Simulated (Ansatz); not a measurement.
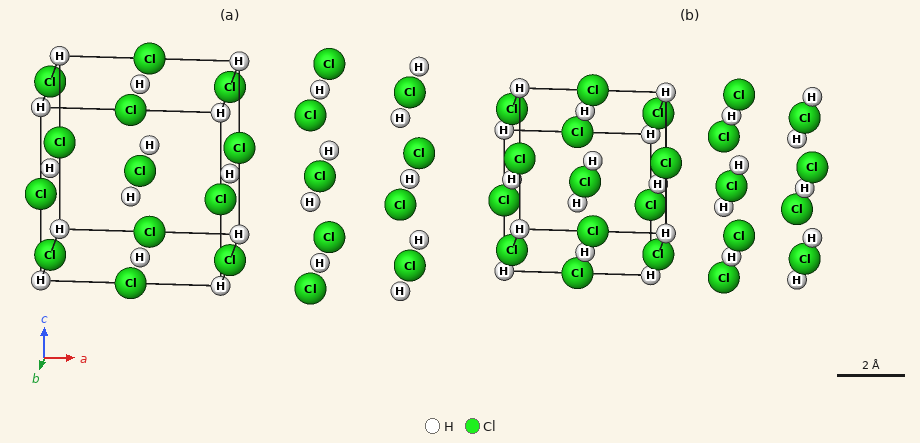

The structure of a crystal of HCl (set up in Fm-3m) (coarse preliminary run) before (left) and after (right) a relaxation, at one scale.

Style: ball-and-stick. Shown: the conventional cell (4 times the calculation's cell), repeated 2 × 1 × 1 with one cell outlined, from a free direction. Lengths and directions refer to the drawn axes.

Level of theory: DFT PBEsol, scalar-relativistic, plane waves, PAW (Ansatz). Set-up: plane-wave cutoff 420 eV; k-point mesh 6 × 6 × 6; occupations gaussian; smearing width 0.1 eV; no spin polarisation; cell and atoms relaxed; force threshold 0.05 eV/Å; at most 80 steps.

> Summarise the run.

After 5 accepted moves (6 points after the start) the energy has fallen by 547 meV per atom. All forces vanish by symmetry, so only the cell relaxes. Pressure: −10.32 GPa at the start and 0.03 GPa at the end. At 1 point the geometry stayed and the basis and grid were re-selected for the new cell (energy shift of 0.7 meV per atom at most each time). No atom moves by more than 0.005 Å relative to the cell. The drawn cell changes as follows: a = b = c 5.475 → 4.457 Å (−18.6 %); the volume changes by −46.1 %. The space group stays Fm-3m (No. 225).

Limits of the set-up: layers or molecules are held without a dispersion correction, so their spacing is unreliable.
